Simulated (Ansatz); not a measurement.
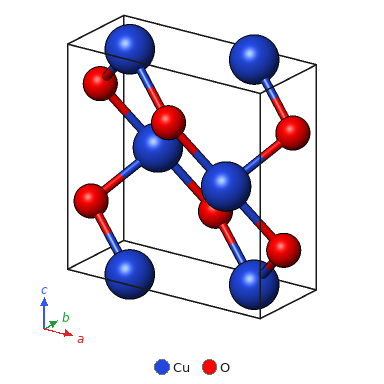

System: CuO, space group C2/c (No. 15). The picture shows the conventional cell.

Structure:
```
CELL_PARAMETERS angstrom
2.34185 -1.71130 0.00000
2.34185 1.71130 0.00000
-0.85003 0.00000 5.05787
ATOMIC_POSITIONS crystal
Cu 0.50000 0.00000 0.50000
Cu 0.00000 0.50000 0.00000
O 0.41840 0.58160 0.75000
O 0.58160 0.41840 0.25000
```

Computed with Ansatz 0.2.0: plane-wave DFT, no spin polarisation; energies at scaled volumes of the given cell, shape and fractions fixed, counted from the fit's minimum, third-order Birch-Murnaghan fit. Level: PBE.

```
       setting        value
        k mesh      10×10×5
   occupations  Fermi–Dirac
smearing width      0.05 eV
    potentials      SPMS NC
   wave cutoff      1034 eV
density cutoff      4136 eV
```

What does the calculation give for the energy and pressure against volume? The volume takes the values 9.53, 9.73, 9.93, 10.13, 10.34, 10.54, 10.74 Å³/atom.

A third-order Birch–Murnaghan fit gives V0 = 10.49 Å³/atom, B0 = 163 GPa and B′ = 4.7. The energy is 54.15 meV/atom at volume 9.53 Å³/atom and 2.94 meV/atom at 10.74 Å³/atom; the lowest computed point is at volume 10.54 Å³/atom (0.12 meV/atom). The pressure falls from 19.71 GPa at volume 9.53 Å³/atom to −3.66 GPa at 10.74 Å³/atom, and changes sign near 10.49 Å³/atom.

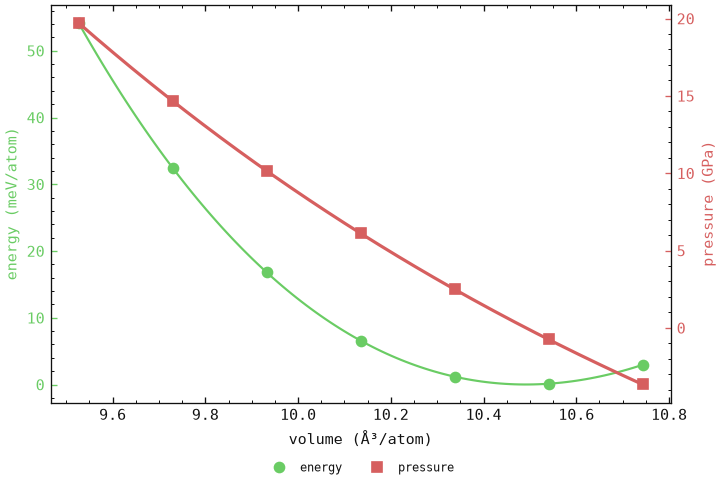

Note: shape and atomic fractions are frozen while scaling, which makes layered, chain and framework solids too stiff.
